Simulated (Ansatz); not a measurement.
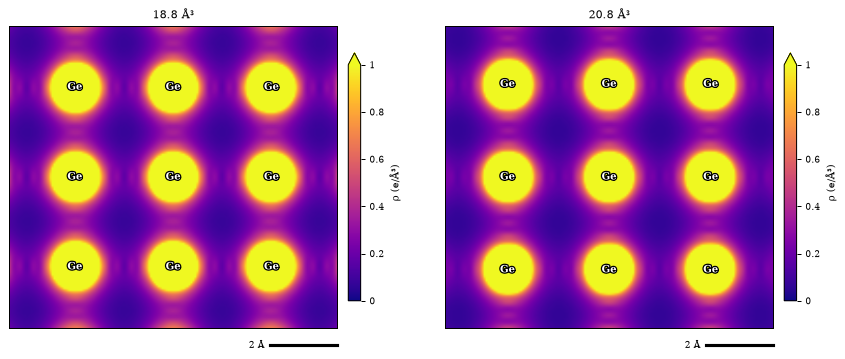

Ge. The valence electron density of cells scaled evenly to different volumes (given per atom above each panel), on the (100) plane of each (indices in the axes of the cell below), at one length scale and on one colour scale.

A structure from a database of computed crystals, not necessarily the ambient phase.

Computed with Ansatz 0.2.0, Kohn-Sham DFT of a periodic cell, LDA, Ansatz PAW.

The largest cell:

```cif
data_structure
_symmetry_space_group_name_H-M 'P 1'
_symmetry_Int_Tables_number 1
_cell_length_a 3.0100
_cell_length_b 3.0100
_cell_length_c 2.7512
_cell_angle_alpha 90.000
_cell_angle_beta 90.000
_cell_angle_gamma 123.505
_cell_volume 20.78
loop_
_atom_site_label
_atom_site_type_symbol
_atom_site_fract_x
_atom_site_fract_y
_atom_site_fract_z
_atom_site_occupancy
Ge1 Ge 0.50000 0.50000 0.00000 1
```

| volume (Å³/atom) | Ge–Ge contact in the plane (Å) | ρ at its midpoint (e/Å³) | pressure (GPa) | 
| --- | --- | --- | --- |
| 18.82 | 2.662 | 0.370 | −3.2 | 
| 20.39 | 2.734 | ? | ? | 
| 20.78 | 2.751 | 0.338 | −8.3 | 

Question: What values belong in the row with question marks?

Answer: Over the known rows ln ρ falls by 1.02 per Å of Ge–Ge distance (the line through the two), which gives 0.344 e/Å³ at 2.734 Å; the calculation gives 0.342 e/Å³. For the pressure, a straight line in volume between the neighbouring rows gives −7.3 GPa; the calculation gives −7.5.
